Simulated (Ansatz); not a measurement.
**Ti7O16: density, localisation and related maps**

```
Ti O
1.0
     0.01419   -9.35015    0.00084
     0.00114    0.00109  -12.14772
     4.68122    4.66798   -0.00086
Ti O
14 32
Direct
  0.00000 0.00000 0.00000
  0.50000 0.50000 0.00000
  0.49994 0.24454 0.00001
  0.99994 0.74454 0.00001
  0.00004 0.25545 0.00000
  0.50004 0.75545 0.00000
  0.49982 0.37557 0.49989
  0.99982 0.87557 0.49989
  0.49998 0.11593 0.50004
  0.99998 0.61593 0.50004
  0.00004 0.38403 0.50012
  0.50004 0.88403 0.50012
  0.99970 0.12439 0.49966
  0.49970 0.62439 0.49966
  0.99950 0.00000 0.30508
  0.49950 0.50000 0.30508
  0.50000 0.25071 0.30108
  0.00000 0.75071 0.30108
  0.49994 0.00002 0.31286
  0.99994 0.50002 0.31286
  0.00002 0.24927 0.30106
  0.50002 0.74927 0.30106
  0.21520 0.35300 0.21456
  0.71520 0.85300 0.21456
  0.19641 0.12117 0.19675
  0.69641 0.62117 0.19675
  0.69651 0.37883 0.19682
  0.19651 0.87883 0.19682
  0.71502 0.14691 0.21428
  0.21502 0.64691 0.21428
  0.00041 0.99994 0.69480
  0.50041 0.49994 0.69480
  0.49980 0.25073 0.69876
  0.99980 0.75073 0.69876
  0.49971 0.99997 0.68690
  0.99971 0.49997 0.68690
  0.99980 0.24929 0.69870
  0.49980 0.74929 0.69870
  0.78460 0.35286 0.78535
  0.28460 0.85286 0.78535
  0.80337 0.12109 0.80312
  0.30337 0.62109 0.80312
  0.30343 0.37893 0.80316
  0.80343 0.87893 0.80316
  0.28445 0.14714 0.78503
  0.78445 0.64714 0.78503
```

Space group C2/m; a generated structure, not necessarily the stable one; computed without spin polarisation; Hubbard U of 4 eV on Ti d only.

All numbers below come from DFT PBE+U, scalar-relativistic, plane waves, PAW (Ansatz).

In a PAW calculation such maps are meaningful between the atoms, not at the nuclei.

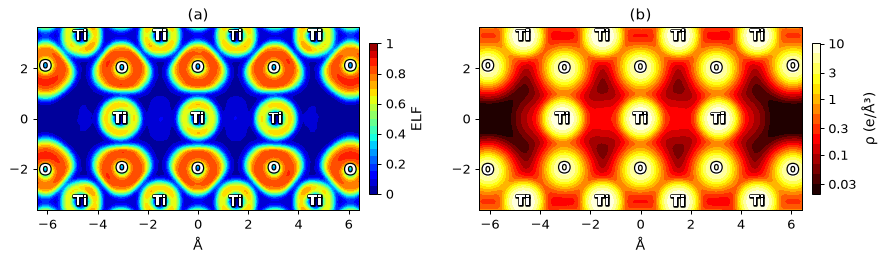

Figure 1. (a) electron localisation function; (b) valence pseudo-density on the (100) plane of the conventional cell.

> What do the fields say about this system?

Atoms in the plane: Ti and O.
Ti–O (1.87 Å): ρ at the midpoint is about 0.92 e/Å³; the ELF peaks at about 0.80 in the valence shell of O, 0.6 Å from its nucleus, and is about 0.25 at the midpoint: no localised pair shows between them.
Ti–O (1.99 Å): the density is about 0.64 e/Å³ at the midpoint; the ELF peaks at about 0.85 in the valence shell of O, 0.6 Å from its nucleus, and is about 0.20 at the midpoint: no shared electron pair shows on this line.
Ti–O (2.02 Å): ρ at the midpoint is about 0.6 e/Å³; the ELF peaks at about 0.85 in the valence shell of O, 0.6 Å from its nucleus, and is about 0.20 at the midpoint (no localised pair shows between them).
Ti–O (2.10 Å): the density is about 0.5 e/Å³ at the midpoint; the ELF peaks at about 0.85 in the valence shell of O, 0.7 Å from its nucleus, and is about 0.20 at the midpoint (no shared electron pair shows on this line).
Between the atoms the lowest density in this plane is 0.007 e/Å³.
The features right at Ti lie inside the PAW spheres, where the map follows smoothed inner orbitals and isn't to be read closely.

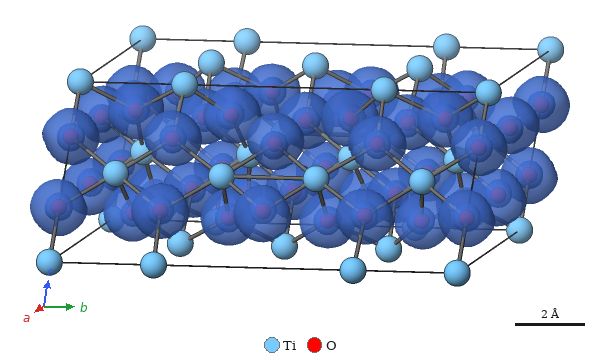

Figure 2. Isosurface of the ELF at 0.75 (blue), seen slightly off an axis. Core shells and regions of very low density are left out. Sticks mark near contacts.

> Describe the localisation domains.

The ELF exceeds this value in 32 regions wrapped around O (the valence shell of each), counted in one cell of 46 atoms. Regions shared between cells count once. Along the contacts the grid gives the following. Ti–O (1.85 Å): the ELF peaks at about 0.85 in the valence shell of O, 0.6 Å from its nucleus, and is about 0.25 at the midpoint: no shared electron pair shows on this line. Ti–Ti (2.82 Å): the ELF is about 0.15 at the midpoint; no shared electron pair shows on this line.

> Metal or insulator at this level of theory?

It is gapless in this calculation (a metal or semimetal); semilocal functionals without U, or without the true magnetic order, often close the gap of such compounds.
